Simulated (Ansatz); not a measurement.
**Geometry relaxation, with input and output: Sn3O4 (part 2 of 2)**

The same run, continued: Sn3O4 (14 atoms in the cell); DFT PBE, scalar-relativistic, plane waves, PAW, no spin polarisation (Ansatz 0.2.0); cutoff 420 eV, 6×6×6 k-mesh, Gaussian smearing of 0.1 eV. The structure derives from a Materials Project entry. It belongs to a series of runs on one base structure; here: volume × 1.06, shape and atoms relaxed.

Geometry of the input (Å; fractional positions):
```
7.3561  0.0000  0.0075
0.0000  5.9658  0.0000
-0.0064  0.0000  6.1966
Sn 0.7977  0.5000  0.2500
Sn 0.2023  0.5000  0.2500
Sn 0.2023  0.5000  0.7500
Sn 0.7977  0.5000  0.7500
Sn 0.5000  0.0000  0.0000
Sn 0.5000  0.0000  0.5000
O  0.7185  0.2759  1.0000
O  0.2815  0.2759  0.5000
O  0.2815  0.7241  -0.0000
O  0.7185  0.7241  0.5000
O  0.2813  0.2758  -0.0000
O  0.7187  0.2758  0.5000
O  0.7187  0.7242  1.0000
O  0.2813  0.7242  0.5000
```

```
basis re-selected at this cell: Δ(F+E_penalty+E_count) = -4.883e-5 eV, ΔP = +0.000 GPa vs the last step (what re-selecting the basis moved, of the pressure what is left beyond the Pulay correction that the steps carried, after the strain that the cell walked since its last selection, with what the two solves' SCF thresholds leave and, on support functions, any second-order correction that the steps lacked; it is no measure of the basis error at this ecutwfc). This SCF's stress stands 8.10e-3 GPa from its target on what of the cell is left free (relax.cell.stress_tol is 1.00e-1 GPa) and its largest allowed force component is 8.42e-3 eV/Å (relax.f_tol is 1.00e-2 eV/Å): within both
SCF converged after 4 iterations
Free energy (F): -40681.008021 eV
Harris-Foulkes:  -40681.008021 eV  (|F-HF|=1.90e-9)
Internal energy: -40681.004811 eV  (E = F + TS)
E sigma→0 (E₀):  -40681.006416 eV
Entropy (-TS):   -0.003209 eV (-0.229 meV/atom)
Fermi energy:    6.119442 eV
--- Per-component energies (eV) ---
  E_band       = -933.745748
  E_kinetic    = 2506.972532
  E_local      = -11302.868381  (includes V_loc(G=0)·N_el)
  E_nonlocal   = 198.195762
  E_hartree    = 5718.537846
  E_xc         = -2870.402028
  E_vxc        = -1311.728059  (∫ρ·V_xc dr)
  E_paw        = -26110.481215  (= ΣΔE_a)
  E_vpaw       = -2461.411466  (= ΣTr[D̂ρ^β])
  E_aug_tail   = 0.019095  (compensation charges beyond the density's cutoff)
  E_ewald      = -8820.978422
  E_smearing   = -0.003209  (= −TS)
  E_closure    = 0.000000  (closes the sum)
  Σ components = -40681.008021   (vs F -40681.008021, Δ=0.00e0)
--- Forces (eV/Å), atoms counted from 1 ---
  atom   1  Sn    -0.00180665     0.00000018     0.00002756
  atom   2  Sn     0.00180665     0.00000018    -0.00002756
  atom   3  Sn     0.00180665    -0.00000018    -0.00002756
  atom   4  Sn    -0.00180665    -0.00000018     0.00002756
  atom   5  Sn     0.00000000     0.00000000     0.00000000
  atom   6  Sn     0.00000000     0.00000000     0.00000000
  atom   7  O      0.00572550     0.00792077    -0.00000933
  atom   8  O     -0.00572550     0.00792077     0.00000933
  atom   9  O     -0.00572550    -0.00792077     0.00000933
  atom  10  O      0.00572550    -0.00792077    -0.00000933
  atom  11  O     -0.00541300     0.00841956     0.00000950
  atom  12  O      0.00541300     0.00841956    -0.00000950
  atom  13  O      0.00541300    -0.00841956    -0.00000950
  atom  14  O     -0.00541300    -0.00841956     0.00000950
  max |Σ_I F_I| component: 3.47e-18 eV/Å
--- Stress (GPa, compression-positive) ---
       -3.957067       0.000000       0.000072
        0.000000      -3.972990       0.000000
        0.000072       0.000000      -3.964614
  P = ⅓ Tr σ = -3.9649 GPa (-39.649 kbar)
--- Band table (eV; the first three rows and the last of 80) ---
  k-point 0: bands = ["-15.5526", "-15.5335", "-15.4457", "-15.3381", "-15.2207", "-15.1385", "-15.0931", "-15.0872", "-15.0646", "-15.0096", "-15.0081", "-14.9651", "-14.9444", "-14.9400", "-14.9377", "-14.9352", "-14.9042", "-14.8980", "-14.7976", "-14.7958", "-14.7738", "-14.7458", "-14.7098", "-14.6654", "-14.6617", "-14.6367", "-14.6250", "-14.5610", "-14.5559", "-14.4996", "-12.1294", "-11.9051", "-11.5371", "-11.4412", "-11.2825", "-10.9641", "-10.2599", "-9.9884", "-2.6609", "-1.6675", "-0.8126", "-0.5581", "-0.4648", "0.7817", "0.8026", "1.4447", "1.6998", "1.8065", "1.9358", "2.8502", "3.0934", "3.2593", "3.2739", "3.3120", "3.4208", "3.7949", "4.1106", "4.1267", "4.2924", "4.3426", "4.5151", "4.7807", "4.8473", "5.0272", "5.6454", "5.9364", "6.2854", "6.4725", "8.7817", "8.9392", "9.0026", "9.9849", "10.2416", "11.6393", "11.6720", "11.9806", "12.2459", "12.6577", "12.7554", "12.9279"]
  k-point 1: bands = ["-15.5233", "-15.5034", "-15.4193", "-15.3079", "-15.2166", "-15.1310", "-15.1073", "-15.0962", "-15.0908", "-15.0097", "-15.0025", "-14.9793", "-14.9708", "-14.9485", "-14.9421", "-14.9333", "-14.9131", "-14.9029", "-14.8190", "-14.8022", "-14.7772", "-14.7394", "-14.7109", "-14.6587", "-14.6547", "-14.6358", "-14.6257", "-14.5681", "-14.5632", "-14.5194", "-12.0946", "-11.8770", "-11.5830", "-11.4761", "-11.2103", "-10.8964", "-10.3269", "-10.0531", "-2.5843", "-1.6159", "-0.7204", "-0.6420", "-0.4483", "0.7161", "0.8378", "1.5777", "1.8347", "1.8575", "1.9221", "2.7933", "2.9150", "3.0969", "3.1005", "3.3094", "3.4651", "4.0415", "4.0719", "4.0762", "4.0892", "4.1788", "4.5330", "4.7624", "4.7886", "4.8603", "5.0148", "6.2261", "6.7930", "7.0892", "8.7633", "9.1527", "9.1945", "10.0025", "10.3779", "11.4936", "11.6325", "11.8682", "12.2724", "12.6526", "12.9351", "13.0018"]
  k-point 2: bands = ["-15.4406", "-15.4186", "-15.3508", "-15.2290", "-15.2219", "-15.1922", "-15.1756", "-15.1184", "-15.0895", "-15.0173", "-15.0134", "-15.0071", "-14.9781", "-14.9565", "-14.9476", "-14.9437", "-14.9224", "-14.9172", "-14.8756", "-14.8653", "-14.7285", "-14.7222", "-14.7141", "-14.6399", "-14.6357", "-14.6336", "-14.6278", "-14.5876", "-14.5829", "-14.5736", "-11.9967", "-11.7987", "-11.7028", "-11.5682", "-11.0174", "-10.7144", "-10.5098", "-10.2294", "-2.3624", "-1.6961", "-0.5633", "-0.5296", "-0.4144", "0.4140", "1.0180", "1.9184", "1.9918", "2.0268", "2.1917", "2.2108", "2.6822", "2.7693", "3.1789", "3.1826", "3.4577", "3.5881", "3.8254", "3.8979", "3.9403", "3.9729", "4.5804", "4.7126", "4.8929", "4.9708", "4.9814", "6.0180", "7.4608", "8.5324", "8.5907", "9.4821", "9.8207", "10.0729", "10.7840", "11.3337", "11.3825", "11.5736", "11.9228", "12.3441", "12.6386", "12.8728"]
  k-point 79: bands = ["-15.3022", "-15.3022", "-15.2949", "-15.2949", "-15.2804", "-15.2804", "-15.1469", "-15.1469", "-15.0600", "-15.0600", "-15.0143", "-15.0143", "-14.9558", "-14.9558", "-14.9537", "-14.9537", "-14.9356", "-14.9356", "-14.9029", "-14.9029", "-14.7576", "-14.7576", "-14.6353", "-14.6353", "-14.6295", "-14.6295", "-14.6137", "-14.6137", "-14.6101", "-14.6101", "-11.7402", "-11.7402", "-11.5292", "-11.5292", "-10.8398", "-10.8398", "-10.7364", "-10.7364", "-1.0952", "-1.0952", "-0.4886", "-0.4886", "-0.3908", "-0.3908", "1.3685", "1.3685", "1.8322", "1.8322", "2.2761", "2.2761", "2.4099", "2.4099", "2.9227", "2.9227", "3.1338", "3.1338", "3.1364", "3.1364", "4.2404", "4.2404", "4.3819", "4.3819", "5.3781", "5.3781", "5.9718", "5.9718", "8.1011", "8.1011", "10.3165", "10.3165", "10.4900", "10.4900", "10.8882", "10.8882", "10.9715", "10.9715", "11.7342", "11.7342", "11.9581", "11.9581"]
--- Relaxed structure (5 steps of the walk, 4 accepted, 1 SCFs on fresh bases) ---
  F+E_penalty+E_count = -40681.00802064 eV   max|allowed force component| = 8.420e-3 eV/Å   (the final SCF, on the basis selected at the relaxed cell)
  cell:  # Å, volume = 271.9393 Å³
    - [7.37569070954244, 2.1804120055596957e-20, 0.007568027623475135]
    - [2.239758387997722e-20, 5.970919884778585, -4.642601210885534e-18]
    - [-0.006344324103749586, -4.822170359540073e-18, 6.174866647879241]
  atoms:
    - { symbol: Sn, position: [0.7963691997415454, 0.4999999965661751, 0.2499997264478506] }
    - { symbol: Sn, position: [0.20363080025845443, 0.4999999965661751, 0.25000027355214943] }
    - { symbol: Sn, position: [0.20363080025845448, 0.500000003433825, 0.7500002735521497] }
    - { symbol: Sn, position: [0.7963691997415455, 0.500000003433825, 0.7499997264478508] }
    - { symbol: Sn, position: [0.5, -2.109423232368247e-20, 1.0842021724855044e-19] }
    - { symbol: Sn, position: [0.5, -2.109423232368241e-20, 0.5000000000000001] }
    - { symbol: O, position: [0.7172643610094436, 0.2778094267001179, 1.0000000518423005] }
    - { symbol: O, position: [0.28273563899055637, 0.2778094267001179, 0.4999999481576997] }
    - { symbol: O, position: [0.28273563899055626, 0.7221905732998822, -5.1842300428993175e-8] }
    - { symbol: O, position: [0.7172643610094436, 0.7221905732998822, 0.5000000518423006] }
    - { symbol: O, position: [0.2826516891905589, 0.2777407459235833, -5.286812654233799e-8] }
    - { symbol: O, position: [0.7173483108094413, 0.2777407459235833, 0.5000000528681267] }
    - { symbol: O, position: [0.7173483108094414, 0.7222592540764168, 1.0000000528681265] }
    - { symbol: O, position: [0.2826516891905589, 0.7222592540764168, 0.4999999471318737] }
```

Trajectory as extended XYZ (Å, eV, eV/Å), 6 frames, from step=1 to step=6
```
14
Lattice="7.3561 0.0000 0.0075 0.0000 5.9658 0.0000 -0.0064 0.0000 6.1966" Properties=species:S:1:pos:R:3:forces:R:3 step=1 energy=-40680.99358 pressure_GPa=-4.54
Sn    5.8665    2.9829    1.5551   -0.1984   0.0000  -0.0001
Sn    1.4864    2.9829    1.5506    0.1984   0.0000   0.0001
Sn    1.4832    2.9829    4.6489    0.1984   0.0000   0.0001
Sn    5.8633    2.9829    4.6534   -0.1984   0.0000  -0.0001
Sn    3.6781    0.0000    0.0037    0.0000   0.0000   0.0000
Sn    3.6748    0.0000    3.1020    0.0000   0.0000   0.0000
O     5.2790    1.6460    6.2019    0.0542   0.1945   0.0000
O     2.0674    1.6460    3.1004   -0.0542   0.1945   0.0000
O     2.0707    4.3198    0.0021   -0.0542  -0.1945   0.0000
O     5.2822    4.3198    3.1037    0.0542  -0.1945   0.0000
O     2.0696    1.6453    0.0021   -0.0534   0.1953   0.0000
O     5.2833    1.6453    3.1037    0.0534   0.1953   0.0000
O     5.2801    4.3205    6.2019    0.0534  -0.1953   0.0000
O     2.0663    4.3205    3.1004   -0.0534  -0.1953   0.0000
14
Lattice="7.3855 0.0000 0.0076 0.0000 5.9640 0.0000 -0.0063 0.0000 6.1738" Properties=species:S:1:pos:R:3:forces:R:3 step=2 energy=-40680.99753 pressure_GPa=-3.69
Sn    5.8602    2.9820    1.5495    0.2209   0.0000   0.0003
Sn    1.5221    2.9820    1.5451   -0.2209   0.0000  -0.0003
Sn    1.5190    2.9820    4.6320   -0.2209   0.0000  -0.0003
Sn    5.8571    2.9820    4.6364    0.2209   0.0000   0.0003
Sn    3.6928    0.0000    0.0038    0.0000   0.0000   0.0000
Sn    3.6896    0.0000    3.0907    0.0000   0.0000   0.0000
O     5.2764    1.6566    6.1792    0.0129  -0.0063   0.0000
O     2.0996    1.6566    3.0891   -0.0129  -0.0063   0.0000
O     2.1028    4.3073    0.0022   -0.0129   0.0063   0.0000
O     5.2796    4.3073    3.0923    0.0129   0.0063   0.0000
O     2.1019    1.6561    0.0022   -0.0125  -0.0058   0.0000
O     5.2804    1.6561    3.0923    0.0125  -0.0058   0.0000
O     5.2773    4.3079    6.1792    0.0125   0.0058   0.0000
O     2.0987    4.3079    3.0891   -0.0125   0.0058   0.0000
14
Lattice="7.3766 0.0000 0.0076 0.0000 5.9633 0.0000 -0.0064 0.0000 6.1820" Properties=species:S:1:pos:R:3:forces:R:3 step=3 energy=-40681.00705 pressure_GPa=-4.00
Sn    5.8720    2.9816    1.5515   -0.0219   0.0000   0.0000
Sn    1.5014    2.9816    1.5471    0.0219   0.0000   0.0000
Sn    1.4982    2.9816    4.6381    0.0219   0.0000   0.0000
Sn    5.8688    2.9816    4.6425   -0.0219   0.0000   0.0000
Sn    3.6883    0.0000    0.0038    0.0000   0.0000   0.0000
Sn    3.6851    0.0000    3.0948    0.0000   0.0000   0.0000
O     5.2806    1.6566    6.1875    0.0333   0.0140   0.0000
O     2.0865    1.6566    3.0932   -0.0333   0.0140   0.0000
O     2.0896    4.3067    0.0021   -0.0333  -0.0140   0.0000
O     5.2837    4.3067    3.0964    0.0333  -0.0140   0.0000
O     2.0889    1.6561    0.0021   -0.0328   0.0145   0.0000
O     5.2845    1.6561    3.0964    0.0328   0.0145   0.0000
O     5.2814    4.3072    6.1875    0.0328  -0.0145   0.0000
O     2.0857    4.3072    3.0932   -0.0328  -0.0145   0.0000
14
Lattice="7.3660 0.0000 0.0076 0.0000 5.9756 0.0000 -0.0063 0.0000 6.1782" Properties=species:S:1:pos:R:3:forces:R:3 step=4 energy=-40681.00624 pressure_GPa=-3.84 accepted=F
Sn    5.8636    2.9878    1.5506    0.0736   0.0000   0.0001
Sn    1.4991    2.9878    1.5461   -0.0736   0.0000  -0.0001
Sn    1.4960    2.9878    4.6352   -0.0736   0.0000  -0.0001
Sn    5.8605    2.9878    4.6397    0.0736   0.0000   0.0001
Sn    3.6830    0.0000    0.0038    0.0000   0.0000   0.0000
Sn    3.6798    0.0000    3.0929    0.0000   0.0000   0.0000
O     5.2828    1.6637    6.1836   -0.0499  -0.0638   0.0000
O     2.0737    1.6637    3.0912    0.0499  -0.0638   0.0000
O     2.0768    4.3119    0.0021    0.0499   0.0638   0.0000
O     5.2859    4.3119    3.0945   -0.0499   0.0638   0.0000
O     2.0764    1.6634    0.0021    0.0498  -0.0630   0.0000
O     5.2863    1.6634    3.0945   -0.0498  -0.0630   0.0000
O     5.2832    4.3122    6.1836   -0.0498   0.0630   0.0000
O     2.0733    4.3122    3.0912    0.0498   0.0630   0.0000
14
Lattice="7.3757 0.0000 0.0076 0.0000 5.9709 0.0000 -0.0063 0.0000 6.1749" Properties=species:S:1:pos:R:3:forces:R:3 step=5 energy=-40681.00797 pressure_GPa=-3.97
Sn    5.8722    2.9855    1.5497   -0.0018   0.0000   0.0000
Sn    1.5003    2.9855    1.5453    0.0018   0.0000   0.0000
Sn    1.4972    2.9855    4.6327    0.0018   0.0000   0.0000
Sn    5.8690    2.9855    4.6372   -0.0018   0.0000   0.0000
Sn    3.6878    0.0000    0.0038    0.0000   0.0000   0.0000
Sn    3.6847    0.0000    3.0912    0.0000   0.0000   0.0000
O     5.2840    1.6588    6.1803    0.0058   0.0079   0.0000
O     2.0822    1.6588    3.0896   -0.0058   0.0079   0.0000
O     2.0854    4.3121    0.0021   -0.0058  -0.0079   0.0000
O     5.2871    4.3121    3.0929    0.0058  -0.0079   0.0000
O     2.0848    1.6584    0.0021   -0.0055   0.0084   0.0000
O     5.2878    1.6584    3.0929    0.0055   0.0084   0.0000
O     5.2846    4.3126    6.1803    0.0055  -0.0084   0.0000
O     2.0816    4.3126    3.0896   -0.0055  -0.0084   0.0000
14
Lattice="7.3757 0.0000 0.0076 0.0000 5.9709 0.0000 -0.0063 0.0000 6.1749" Properties=species:S:1:pos:R:3:forces:R:3 step=6 energy=-40681.00802 pressure_GPa=-3.96
Sn    5.8722    2.9855    1.5497   -0.0018   0.0000   0.0000
Sn    1.5003    2.9855    1.5453    0.0018   0.0000   0.0000
Sn    1.4972    2.9855    4.6327    0.0018   0.0000   0.0000
Sn    5.8690    2.9855    4.6372   -0.0018   0.0000   0.0000
Sn    3.6878    0.0000    0.0038    0.0000   0.0000   0.0000
Sn    3.6847    0.0000    3.0912    0.0000   0.0000   0.0000
O     5.2840    1.6588    6.1803    0.0057   0.0079   0.0000
O     2.0822    1.6588    3.0896   -0.0057   0.0079   0.0000
O     2.0854    4.3121    0.0021   -0.0057  -0.0079   0.0000
O     5.2871    4.3121    3.0929    0.0057  -0.0079   0.0000
O     2.0848    1.6584    0.0021   -0.0054   0.0084   0.0000
O     5.2878    1.6584    3.0929    0.0054   0.0084   0.0000
O     5.2846    4.3126    6.1803    0.0054  -0.0084   0.0000
O     2.0816    4.3126    3.0896   -0.0054  -0.0084   0.0000
```

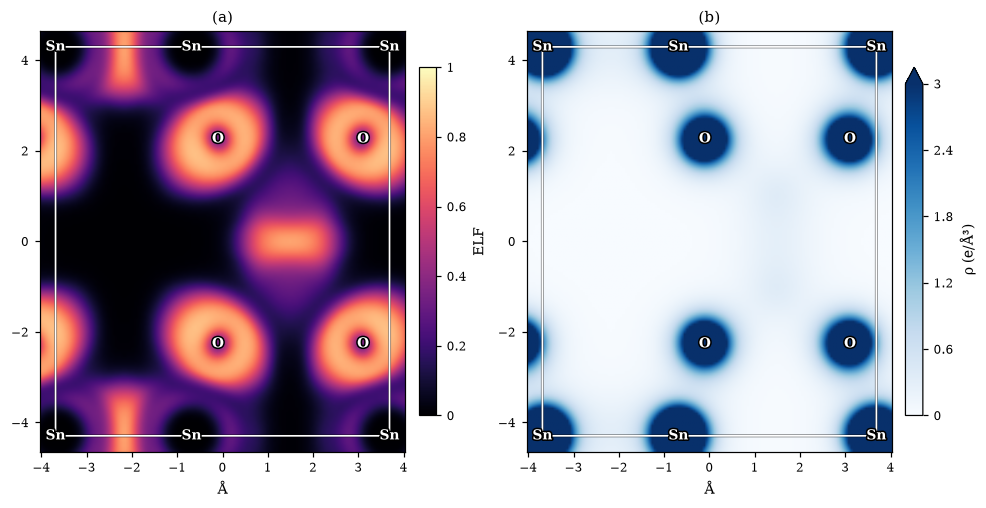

Fig. 1: (a) ELF; (b) valence electron density on the (011) plane of the calculation cell. Atoms in the plane: Sn and O. Sn–O (2.12 Å): ρ is about 0.6 e/Å³ halfway; the ELF is about 0.25 at the midpoint (a polar contact without a shared pair, in a metal). The density dies away to nearly zero in the voids. Core electrons are frozen (PAW), so the fields are smoothed inside the atomic spheres.

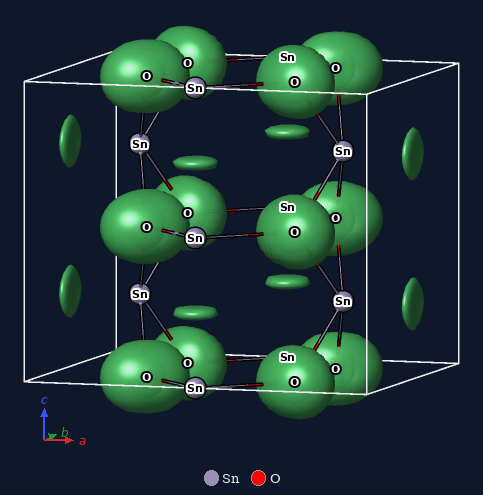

Fig. 2: Isosurface of the ELF at 0.75 (green), seen slightly off an axis. Only the valence region is drawn (cores and ρ < 0.01 e/Å³ removed). Sticks mark near contacts. The outline is the calculation cell. Values along the shortest contacts: Sn–O (2.12 Å): the ELF is about 0.25 at the midpoint (no shared pair; the contact is polar). Sn–O (2.31 Å): the ELF peaks at about 0.80 in the valence shell of O, 0.6 Å from its nucleus, and drops to about 0.20 between the two atoms (no shared pair; the contact is polar).
